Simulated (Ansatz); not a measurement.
# Calculations on Zn$_{16}$F$_{33}$ and related structures

**1. Relaxation**

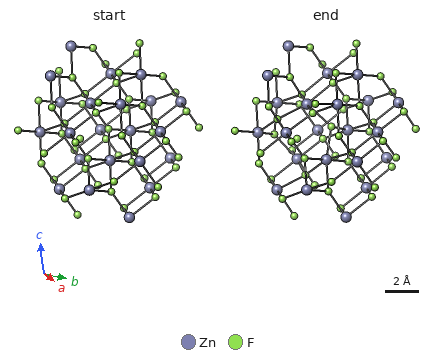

The structure of a defect cell of composition Zn16F33 before (left) and after (right) a relaxation, at one scale.

The picture is a ball-and-stick view of the atoms within 5.8 Å of the atom that moves most (axes of the cell of the calculation (origin shifted)), seen slightly off an axis.

Case: F interstitial, charge +0, atoms relaxed at the host's cell.

Level of theory: DFT PBE, scalar-relativistic, plane waves, PAW in Ansatz. Settings: plane-wave cutoff 420 eV; k-point mesh 2 × 2 × 2; occupations gaussian; smearing width 0.01 eV; mesh shifted by (0.5, 0.5, 0.5); collinear spin; atoms relaxed in a fixed cell; force threshold 0.025 eV/Å; at most 45 steps.

> Describe what moved and what it gained.

The largest moves, 0.44 Å, are those of F atoms. By element the largest moves are F 0.44 Å, Zn 0.06 Å. The cell stays as it was. Near-neighbour distances that change, for instance: F–Zn 2.070 → 2.131 Å, F–Zn 2.070 → 2.015 Å, F–Zn 2.066 → 2.107 Å, F–Zn 2.070 → 2.051 Å. Bond angles that change, for instance: F–Zn–F 90.0° → 112.6°, F–Zn–F 180.0° → 163.8°, F–Zn–F 180.0° → 165.9°. After 5 geometry steps the energy has fallen by 2.235 eV per cell of the calculation. The largest force component goes from 2.8 to 0.012 eV/Å. Cost: 5.8 min on 4 threads of AMD EPYC 7B13 (Zen 3) (shared host), peak memory 3.3 GiB.

**2. Relaxation**

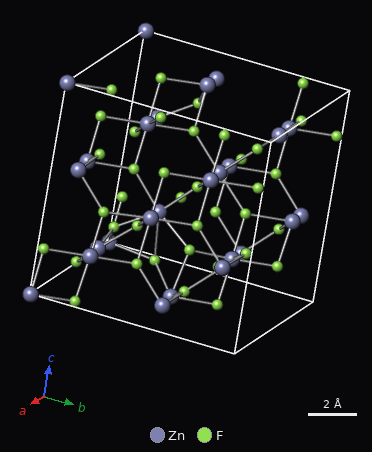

This is the input geometry for a relaxation of a defect cell of composition Zn16F33 (cell charge −1). The picture is a ball-and-stick view of the cell of the calculation, seen slightly off an axis.

Case: F interstitial, charge -1, atoms relaxed at the host's cell.

The calculation used Ansatz 0.2.0, DFT PBE, scalar-relativistic, plane waves, PAW.

Settings: plane-wave cutoff 420 eV; k-point mesh 2 × 2 × 2; occupations gaussian; smearing width 0.01 eV; mesh shifted by (0.5, 0.5, 0.5); no spin polarisation; atoms relaxed in a fixed cell; force threshold 0.025 eV/Å; at most 45 steps.

```
Zn F
1.0
     4.79987    4.79987   -6.35095
    -4.79987    4.79987    6.35095
     4.79987   -4.79987    6.35095
Zn F
16 33
Direct
  0.49212 0.37134 0.36727
  0.49963 0.62203 0.62667
  0.49782 0.87067 0.87380
  0.49649 0.11845 0.12534
  0.00218 0.87598 0.37284
  0.00351 0.12885 0.62195
  0.00788 0.37515 0.87922
  0.00037 0.62705 0.12241
  0.00407 0.00773 0.99985
  0.99311 0.24966 0.24615
  0.99687 0.50120 0.49902
  0.99536 0.74833 0.74795
  0.49593 0.49578 0.00366
  0.50689 0.75305 0.25655
  0.50313 0.00216 0.50433
  0.50464 0.25259 0.75297
  0.69050 0.34638 0.34368
  0.69219 0.59403 0.59836
  0.69407 0.84307 0.84898
  0.68629 0.09050 0.09913
  0.19792 0.84728 0.34868
  0.19932 0.10023 0.59688
  0.19313 0.37047 0.80778
  0.19914 0.59610 0.10042
  0.50591 0.22600 0.53193
  0.50433 0.47316 0.78097
  0.49730 0.71913 0.02862
  0.50863 0.97079 0.28450
  0.00140 0.72564 0.52772
  0.00432 0.97804 0.77890
  0.93731 0.19766 0.00453
  0.99665 0.47410 0.27477
  0.30687 0.11465 0.17734
  0.30086 0.40128 0.39696
  0.30208 0.65076 0.64936
  0.30068 0.89755 0.90090
  0.80593 0.65491 0.14900
  0.81371 0.91284 0.40421
  0.80950 0.15317 0.65587
  0.80781 0.40616 0.90184
  0.56269 0.56722 0.26035
  0.50335 0.77812 0.47745
  0.49860 0.02632 0.72424
  0.49568 0.27458 0.97372
  0.00270 0.03132 0.22183
  0.99137 0.27587 0.46216
  0.99409 0.52602 0.72009
  0.99567 0.77664 0.96884
  0.25000 0.31250 0.06250
```

Question: What does the optimiser find from here?

Answer: After 3 accepted moves (4 points after the start) the energy has fallen by 0.451 eV per cell of the calculation. Largest force component: 0.97 eV/Å at the start, 0.017 eV/Å at the end. 1 step only repeated the SCF at the same geometry. The largest moves, 0.15 Å, are those of Zn1, Zn7, Zn9 and Zn13. Zn9 goes roughly along [2 3 0]. By element the largest moves are Zn 0.15 Å, F 0.09 Å. The lattice vectors keep their values. Near-neighbour distances that change, for instance: Zn13–F49 2.466 → 2.322 Å, Zn13–F26 2.108 → 2.191 Å, Zn13–F23 2.114 → 2.083 Å, Zn10–F31 2.020 → 2.001 Å. Bond angles that change, for instance: F33–Zn1–F41 112.6° → 122.0°, F25–Zn1–F41 163.8° → 154.9°, Zn1–F41–Zn13 118.9° → 110.2°.

Step by step:

```
step  E − E(0), meV/atom  largest force component, eV/Å                         note
   0                0.00                         0.9722                             
   1               -6.73                         0.5603                             
   2               -8.66                         0.1538                             
   3               -9.20                         0.0171                             
   4               -9.20                         0.0170  same geometry, SCF repeated
```

The end point in the same view:

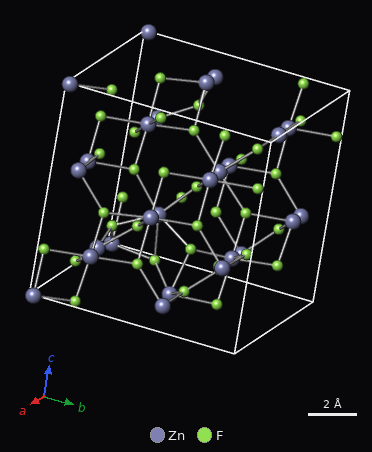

Limits of the set-up: the cell is charged, on a uniform background, and energies carry no finite-size correction.

**3. Defect**

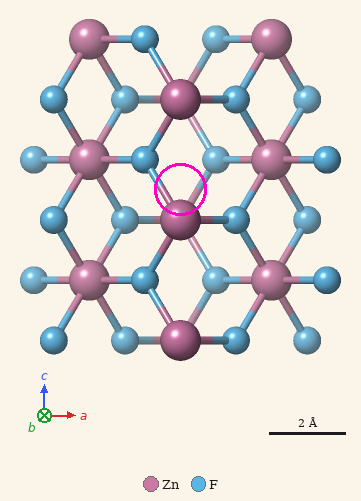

Perfect ZnF2. Style: ball-and-stick. Shown: the atoms within 5.4 Å of one point, in a slice 5.0 Å thick across the line of sight, along the b axis.

These are results of DFT PBE, scalar-relativistic, plane waves, PAW in Ansatz 0.2.0, not measurements. (plane-wave cutoff 420 eV; k-point mesh 2 × 2 × 2; occupations gaussian; smearing width 0.01 eV; mesh shifted by (0.5, 0.5, 0.5); no spin polarisation) The cell is small and the k-mesh coarse, so the numbers are rough. A uniform background neutralises the charged cell. The axes drawn are those of the host's conventional cell.

An extra fluorine atom is put between the host's atoms (an interstitial) at the ringed place, in charge state −1. The supercell has 48 sites, and the atoms are relaxed at the host's cell.

Predict the relaxed surroundings of the defect.

Answer. The F atom starts with 4 F at 1.91 Å around its place and ends with 4 Zn at 2.32 Å, 4 F at 2.43 Å. Of the host's atoms, a fluorine atom moves furthest from its site, by 0.53 Å.

The relaxed defect, seen from the same direction:

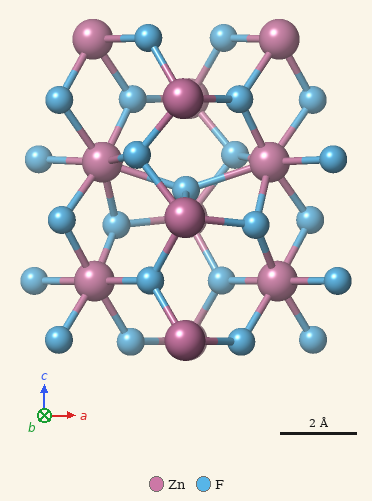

**4. Defect**

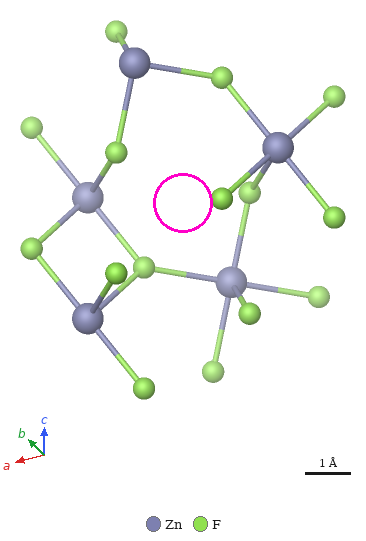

Perfect ZnF2. A ball-and-stick model of the atoms within 4.6 Å of one point, in a slice 4.2 Å thick across the line of sight, seen from a free direction.

These are results of DFT PBE, scalar-relativistic, plane waves, PAW in Ansatz 0.2.0, not measurements. Settings: plane-wave cutoff 420 eV; k-point mesh 2 × 2 × 2; occupations gaussian; smearing width 0.01 eV; mesh shifted by (0.5, 0.5, 0.5); no spin polarisation. The cell is small and the k-mesh coarse, so the numbers are rough. The axes drawn are those of the host's conventional cell.

An extra zinc atom is put between the host's atoms (an interstitial) at the ringed place, in charge state 0. The supercell has 48 sites, and the atoms are relaxed at the host's cell.

Question: Predict the relaxed surroundings of the defect.

Answer: The Zn atom starts with 4 F at 1.91 Å around its place and ends with 4 F at 2.28 Å, 4 Zn at 2.70 Å. Of the host's atoms, a fluorine atom moves furthest from its site, by 0.38 Å. Relaxing the atoms from the host's sites lowers the energy by 1.88 eV. At a tolerance of 0.02 Å the relaxed supercell has space group I-4.

The relaxed defect, seen from the same direction:

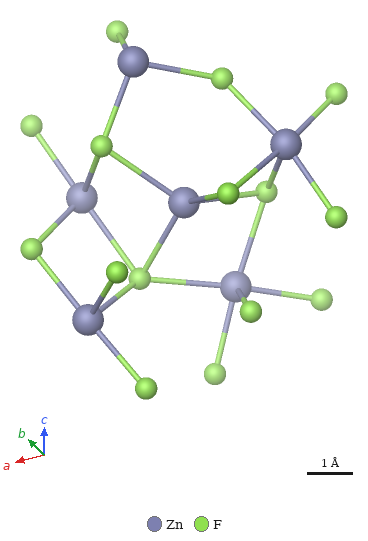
